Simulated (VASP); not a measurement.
# Binding against coverage on NbN(001), part 2 of 4

How do binding energy and the level below the vacuum change as the layer fills? Model: NbN(001), 2 x 2, four layers.

VASP 6.6.1, plane waves and PAW; the level of theory is named at each step.

So far: Set-up; Relax the state, PBEsol.

## 3. Potential of the state, PBEsol

State “clean”: a tighter run that also writes the potential.

Level: PBEsol; plane waves and PAW (Nb_sv, N).

Contents of INCAR:

```
SYSTEM = NbN
PREC = Normal
ENCUT = 400
EDIFF = 1E-06
NELM = 120
ISMEAR = 1
SIGMA = 0.1
LREAL = Auto
ALGO = Fast
GGA = PS
NBANDS = 168
LASPH = .TRUE.
LORBIT = 11
LWAVE = .FALSE.
LCHARG = .TRUE.
KPAR = 4
NCORE = 2
IDIPOL = 3
LDIPOL = .TRUE.
DIPOL = 0.5 0.5 0.501
LVHAR = .TRUE.
LVACPOTAV = .TRUE.
NEDOS = 1500
```

Contents of POSCAR:

```
NbN
1.0
    6.2083975390      0.0000000000      0.0000000000
    0.0000000000      6.2083975390      0.0000000000
    0.0000000000      0.0000000000     22.5850000000
Nb N
16 16
Selective dynamics
Direct
    0.0000000000      0.0000000000      0.3542174010  F F F
    0.0000000000      0.5000000000      0.3542174010  F F F
    0.5000000000      0.0000000000      0.3542174010  F F F
    0.5000000000      0.5000000000      0.3542174010  F F F
    0.2500000000      0.2500000000      0.4514058000  F F F
    0.2500000000      0.7500000000      0.4514058000  F F F
    0.7500000000      0.2500000000      0.4514058000  F F F
    0.7500000000      0.7500000000      0.4514058000  F F F
    0.0000000000      0.0000000000      0.5535805931  T T T
    0.0000000000      0.5000000000      0.5535805931  T T T
    0.5000000000      0.0000000000      0.5535805931  T T T
    0.5000000000      0.5000000000      0.5535805931  T T T
    0.2500000000      0.2500000000      0.6415823931  T T T
    0.2500000000      0.7500000000      0.6415823931  T T T
    0.7500000000      0.2500000000      0.6415823931  T T T
    0.7500000000      0.7500000000      0.6415823931  T T T
    0.2500000000      0.2500000000      0.3542174010  F F F
    0.2500000000      0.7500000000      0.3542174010  F F F
    0.7500000000      0.2500000000      0.3542174010  F F F
    0.7500000000      0.7500000000      0.3542174010  F F F
    0.0000000000      0.0000000000      0.4514058000  F F F
    0.0000000000      0.5000000000      0.4514058000  F F F
    0.5000000000      0.0000000000      0.4514058000  F F F
    0.5000000000      0.5000000000      0.4514058000  F F F
    0.2500000000      0.2500000000      0.5495962136  T T T
    0.2500000000      0.7500000000      0.5495962136  T T T
    0.7500000000      0.2500000000      0.5495962136  T T T
    0.7500000000      0.7500000000      0.5495962136  T T T
    0.0000000000      0.0000000000      0.6542337151  T T T
    0.0000000000      0.5000000000      0.6542337151  T T T
    0.5000000000      0.0000000000      0.6542337151  T T T
    0.5000000000      0.5000000000      0.6542337151  T T T
```

Contents of KPOINTS:

```
Automatic mesh
0
Gamma
4 4 1
0 0 0
```

The projector-augmented-wave data sets are Nb_sv and N (PBE family, release 64).

The run is started by

```console
> mpirun -np 8 vasp_std
```

The log of the run:

```text
[banner, memory and clock lines left out]
running    8 mpi-ranks, on    1 nodes
[...]
[... a notice as in an earlier step ...]

 LDA part: xc-table for (Slater+PW92), standard interpolation
 POSCAR, INCAR and KPOINTS ok, starting setup
[...]
entering main loop
       N       E                     dE             d eps       ncg     rms          rms(c)
DAV:   1     0.299134375304E+04    0.29913E+04   -0.14314E+05  2448   0.134E+03
DAV:   2    -0.747487784373E+02   -0.30661E+04   -0.29985E+04  2632   0.539E+02
DAV:   3    -0.363242544418E+03   -0.28849E+03   -0.28337E+03  2680   0.133E+02
DAV:   4    -0.397344688268E+03   -0.34102E+02   -0.33838E+02  3888   0.456E+01
[...]
RMM:  19    -0.342981350809E+03   -0.74938E-02   -0.70922E-02  3883   0.300E-01    0.406E-02
RMM:  20    -0.342986836212E+03   -0.54854E-02   -0.53377E-02  3919   0.242E-01    0.522E-02
RMM:  21    -0.342990577731E+03   -0.37415E-02   -0.38030E-02  3925   0.197E-01    0.759E-02
WARNING in EDDRMM: call to ZHEGV failed, returncode =   6  3     78
RMM:  22    -0.342993705081E+03   -0.31274E-02   -0.30814E-02  3792   0.166E-01    0.131E-01
RMM:  23    -0.342995834367E+03   -0.21293E-02   -0.20590E-02  3801   0.141E-01    0.109E-01
RMM:  24    -0.342997572146E+03   -0.17378E-02   -0.17443E-02  3829   0.122E-01    0.858E-02
RMM:  25    -0.342998804683E+03   -0.12325E-02   -0.12401E-02  3850   0.975E-02    0.803E-02
[...]
RMM:  30    -0.343002324447E+03   -0.28425E-03   -0.42622E-03  3536   0.514E-02    0.107E-01
RMM:  31    -0.343002621147E+03   -0.29670E-03   -0.27682E-03  3587   0.371E-02    0.104E-01
RMM:  32    -0.343002875535E+03   -0.25439E-03   -0.26754E-03  3389   0.313E-02    0.926E-02
 num prob  num prob WARNING in EDDRMM: call to ZHEGV failed, returncode =   6  3     92
RMM:  33    -0.343003059983E+03   -0.18445E-03   -0.18484E-03  2986   0.262E-02    0.885E-02
WARNING in EDDRMM: call to ZHEGV failed, returncode =   6  3     69
RMM:  34    -0.343003242971E+03   -0.18299E-03   -0.16983E-03  2838   0.217E-02    0.894E-02
RMM:  35    -0.343003330549E+03   -0.87579E-04   -0.12963E-03  3482   0.246E-02    0.708E-02
WARNING in EDDRMM: call to ZHEGV failed, returncode =   6  3     47
RMM:  36    -0.343003474253E+03   -0.14370E-03   -0.10791E-03  3083   0.187E-02    0.771E-02
RMM:  37    -0.343003576683E+03   -0.10243E-03   -0.86311E-04  3530   0.258E-02    0.643E-02
RMM:  38    -0.343003649770E+03   -0.73087E-04   -0.74675E-04  2905   0.167E-02    0.589E-02
RMM:  39    -0.343003701284E+03   -0.51514E-04   -0.58236E-04  2530   0.134E-02    0.539E-02
WARNING in EDDRMM: call to ZHEGV failed, returncode =   6  3    100
RMM:  40    -0.343003744203E+03   -0.42919E-04   -0.50786E-04  2766   0.131E-02    0.453E-02
RMM:  41    -0.343003774337E+03   -0.30134E-04   -0.42065E-04  3006   0.135E-02    0.334E-02
RMM:  42    -0.343003803189E+03   -0.28852E-04   -0.36250E-04  2783   0.120E-02    0.238E-02
 num prob WARNING in EDDRMM: call to ZHEGV failed, returncode =   6  3     82
RMM:  43    -0.343003829444E+03   -0.26255E-04   -0.29307E-04  2355   0.102E-02    0.186E-02
WARNING in EDDRMM: call to ZHEGV failed, returncode =   6  3     70
WARNING in EDDRMM: call to ZHEGV failed, returncode =   6  3     81
RMM:  44    -0.343003852024E+03   -0.22580E-04   -0.25527E-04  2540   0.103E-02    0.112E-02
WARNING in EDDRMM: call to ZHEGV failed, returncode =   6  3     83
 num prob RMM:  45    -0.343003871613E+03   -0.19589E-04   -0.20869E-04  2250   0.932E-03    0.534E-03
 num prob  num prob WARNING in EDDRMM: call to ZHEGV failed, returncode =   8  4    151
RMM:  46    -0.343003889222E+03   -0.17609E-04   -0.17501E-04  2021   0.801E-03    0.296E-03
 num prob  num prob RMM:  47    -0.343003903837E+03   -0.14615E-04   -0.14140E-04  1850   0.678E-03    0.146E-03
 num prob  num prob RMM:  48    -0.343003916113E+03   -0.12276E-04   -0.11831E-04  1736   0.545E-03    0.163E-03
 num prob RMM:  49    -0.343003925838E+03   -0.97251E-05   -0.97929E-05  1683   0.459E-03    0.987E-04
 num prob RMM:  50    -0.343003934197E+03   -0.83593E-05   -0.80305E-05  1643   0.403E-03    0.169E-03
 num prob RMM:  51    -0.343003941068E+03   -0.68708E-05   -0.64933E-05  1609   0.355E-03    0.296E-03
 num prob  num prob RMM:  52    -0.343003946835E+03   -0.57673E-05   -0.58872E-05  1458   0.303E-03    0.250E-03
 num prob RMM:  53    -0.343003951272E+03   -0.44372E-05   -0.44436E-05  1370   0.253E-03    0.252E-03
RMM:  54    -0.343003955343E+03   -0.40709E-05   -0.45482E-05  1530   0.269E-03    0.727E-04
 num prob RMM:  55    -0.343003958098E+03   -0.27545E-05   -0.30848E-05  1522   0.260E-03    0.907E-04
RMM:  56    -0.343003960857E+03   -0.27591E-05   -0.27597E-05  1458   0.249E-03    0.125E-03
 num prob  num prob RMM:  57    -0.343003963169E+03   -0.23118E-05   -0.22426E-05  1307   0.198E-03    0.108E-03
RMM:  58    -0.343003965141E+03   -0.19720E-05   -0.19210E-05  1330   0.176E-03    0.606E-04
RMM:  59    -0.343003966596E+03   -0.14557E-05   -0.14624E-05   995   0.135E-03    0.560E-04
RMM:  60    -0.343003967836E+03   -0.12397E-05   -0.12706E-05   918   0.125E-03    0.706E-04
RMM:  61    -0.343003969009E+03   -0.11733E-05   -0.11640E-05   777   0.108E-03    0.803E-04
RMM:  62    -0.343003969838E+03   -0.82886E-06   -0.83754E-06   763   0.103E-03
|                                                                             |
|           W    W    AA    RRRRR   N    N  II  N    N   GGGG   !!!           |
|           W    W   A  A   R    R  NN   N  II  NN   N  G    G  !!!           |
|           W    W  A    A  R    R  N N  N  II  N N  N  G       !!!           |
|           W WW W  AAAAAA  RRRRR   N  N N  II  N  N N  G  GGG   !            |
|           WW  WW  A    A  R   R   N   NN  II  N   NN  G    G                |
|           W    W  A    A  R    R  N    N  II  N    N   GGGG   !!!           |
|                                                                             |
|     Did not find any points to average over, which means that no vacuum     |
|     field-free region was found. Please increase the size of  your cell     |
|     in the dimension of the dipole correction to obtain accurate            |
|     workfunction values.                                                    |
|                                                                             |

   1 F= -.34300397E+03 E0= -.34299986E+03  d E =-.123391E-01
```

Elapsed: 2.5 min, on 8 MPI ranks of Intel Xeon 6975P-C (Granite Rapids), shared host; peak memory 3 GiB; 20 min of CPU time.

Parts of OUTCAR (step 3):

```text
  LATTYP: Found a simple tetragonal cell.
 ALAT       =     6.2083975390
 C/A-ratio  =     3.6378147273

 Subroutine GETGRP returns: Found  8 space group operations
 (whereof  8 operations were pure point group operations)

The static configuration has the point symmetry C_4v.

 Found      6 irreducible k-points:

   dimension x,y,z NGX =    30 NGY =   30 NGZ =  112
   dimension x,y,z NGXF=    60 NGYF=   60 NGZF=  224

   ENCUT  =  400.0 eV  29.40 Ry    5.42 a.u.  10.12 10.12 36.83*2*pi/ulx,y,z

   NELECT =     288.0000    total number of electrons

 dipolmoment           0.000000      0.000000     -0.065027 electrons x Angstroem

 E-fermi :   3.3834

 k-point     1 :       0.0000    0.0000    0.0000
  band No.  band energies     occupation
    ...
    136       1.6302      2.00000
    137       2.0709      2.00000
    138       2.0709      2.00000
    139       2.7752      2.00000
    140       3.3596      1.39075
    141       3.5511     -0.03911
    142       3.5511     -0.03911
    143       3.6435     -0.00146
    144       3.6435     -0.00146
    145       3.7037     -0.00006
    ...

 k-point     2 :       0.2500    0.0000    0.0000
  band No.  band energies     occupation
    ...
    139       2.3262      2.00000
    140       2.5493      2.00000
    141       2.8887      2.00000
    142       2.9743      2.00000
    143       3.1713      2.01058
    144       3.4163      0.47605
    145       3.4870     -0.05698
    146       3.5834     -0.01601
    147       3.6297     -0.00273
    148       3.6697     -0.00039
    ...

  Total      -46.9058726    -46.9058726    -18.8887228      0.0000000     -0.0000000      0.0000000
  in kB      -86.3293898    -86.3293898    -34.7643445      0.0000000     -0.0000000      0.0000000
  external PRESSURE =     -69.1410413 kB  Pullay stress =       0.0000000 kB

 POSITION                                       TOTAL-FORCE (eV/Angst)
 -----------------------------------------------------------------------------------
      0.00000      0.00000      8.00000         0.000000     -0.000000      2.337626
      0.00000      3.10420      8.00000         0.000000      0.000000      2.337626
      3.10420      0.00000      8.00000        -0.000000     -0.000000      2.337626
      3.10420      3.10420      8.00000        -0.000000     -0.000000      2.337626
      1.55210      1.55210     10.19500        -0.000000     -0.000000     -1.072147
      1.55210      4.65630     10.19500         0.000000      0.000000     -1.072147
      4.65630      1.55210     10.19500         0.000000     -0.000000     -1.072147
      4.65630      4.65630     10.19500        -0.000000     -0.000000     -1.072147
      0.00000      0.00000     12.50262         0.000000     -0.000000      0.004771
      0.00000      3.10420     12.50262        -0.000000     -0.000000      0.004771
      3.10420      0.00000     12.50262         0.000000     -0.000000      0.004771
      3.10420      3.10420     12.50262         0.000000      0.000000      0.004771
      1.55210      1.55210     14.49014         0.000000      0.000000     -0.004472
      1.55210      4.65630     14.49014        -0.000000     -0.000000     -0.004472
      4.65630      1.55210     14.49014        -0.000000     -0.000000     -0.004472
      4.65630      4.65630     14.49014        -0.000000     -0.000000     -0.004472
      1.55210      1.55210      8.00000        -0.000000      0.000000     -1.231198
      1.55210      4.65630      8.00000        -0.000000      0.000000     -1.231198
      4.65630      1.55210      8.00000         0.000000     -0.000000     -1.231198
      4.65630      4.65630      8.00000         0.000000      0.000000     -1.231198
      0.00000      0.00000     10.19500         0.000000     -0.000000     -0.031091
      0.00000      3.10420     10.19500         0.000000      0.000000     -0.031091
      3.10420      0.00000     10.19500         0.000000     -0.000000     -0.031091
      3.10420      3.10420     10.19500        -0.000000     -0.000000     -0.031091
      1.55210      1.55210     12.41263         0.000000      0.000000      0.015043
      1.55210      4.65630     12.41263         0.000000      0.000000      0.015043
      4.65630      1.55210     12.41263         0.000000      0.000000      0.015043
      4.65630      4.65630     12.41263         0.000000     -0.000000      0.015043
      0.00000      0.00000     14.77587         0.000000     -0.000000     -0.018532
      0.00000      3.10420     14.77587         0.000000     -0.000000     -0.018532
      3.10420      0.00000     14.77587         0.000000      0.000000     -0.018532
      3.10420      3.10420     14.77587         0.000000     -0.000000     -0.018532
 -----------------------------------------------------------------------------------
    total drift:                                0.000000      0.000000      0.068279

  FREE ENERGIE OF THE ION-ELECTRON SYSTEM (eV)
  ---------------------------------------------------
  free  energy   TOTEN  =      -343.0039698382 eV

  energy  without entropy=     -342.9916307597  energy(sigma->0) =     -342.99985681

 vacuum level on the upper side and lower side of the slab         6.560         6.855

 total charge
# of ion       s       p       d       tot
------------------------------------------
    1        2.146   6.028   2.410  10.584
    2        2.146   6.028   2.410  10.584
    3        2.146   6.028   2.410  10.584
    4        2.146   6.028   2.410  10.584
    5        2.149   6.056   2.445  10.649
    6        2.149   6.056   2.445  10.649
    7        2.149   6.056   2.445  10.649
    8        2.149   6.056   2.445  10.649
    9        2.145   6.048   2.505  10.697
   10        2.145   6.048   2.505  10.697
   11        2.145   6.048   2.505  10.697
   12        2.145   6.048   2.505  10.697
   13        2.154   6.041   2.449  10.643
   14        2.154   6.041   2.449  10.643
   15        2.154   6.041   2.449  10.643
   16        2.154   6.041   2.449  10.643
   17        1.252   2.388   0.000   3.640
   18        1.252   2.388   0.000   3.640
   19        1.252   2.388   0.000   3.640
   20        1.252   2.388   0.000   3.640
   21        1.244   2.430   0.000   3.674
   22        1.244   2.430   0.000   3.674
   23        1.244   2.430   0.000   3.674
   24        1.244   2.430   0.000   3.674
   25        1.248   2.457   0.000   3.706
   26        1.248   2.457   0.000   3.706
   27        1.248   2.457   0.000   3.706
   28        1.248   2.457   0.000   3.706
   29        1.252   2.360   0.000   3.612
   30        1.252   2.360   0.000   3.612
   31        1.252   2.360   0.000   3.612
   32        1.252   2.360   0.000   3.612
--------------------------------------------------
tot         54.354 135.228  39.236 228.818

[... 2 parts as in an earlier step ...]

[... 7 further parts left out ...]
```

This run gave:

```
energy(sigma→0) of the program      : -342.9999 eV
work function, upper and lower side : 3.18, 3.47 eV
```

VASP warns that it found no field-free region by its own threshold; the planar potential, read 60 % of the way from the top atom to the cell's edge, stands at 3.19 eV above the Fermi level.

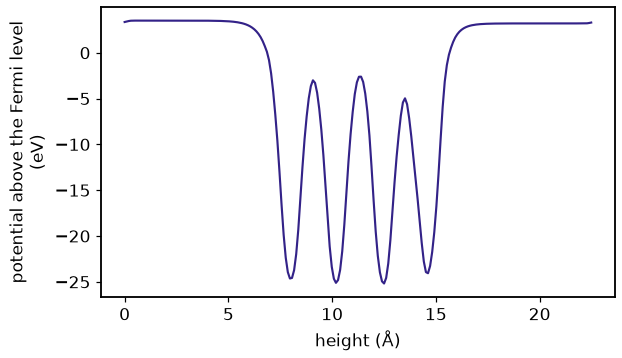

Planar average of the electrostatic potential. The step near the cell's edge is that of the dipole correction.

(Continued in part 3 of 4.)

[Lines on the potential files, build, host, timing and source positions are cut from VASP's logs without a mark.]

[Logs are printed without paths, hosts, clocks, repeated set-up lines and the standing remarks that a program may print on its own settings, such as how far it seeks lower states.]

[Hosts, paths, dates, database ids (printed as entryN), source tags and the programs' standing remarks are cut or masked in the printed files.]
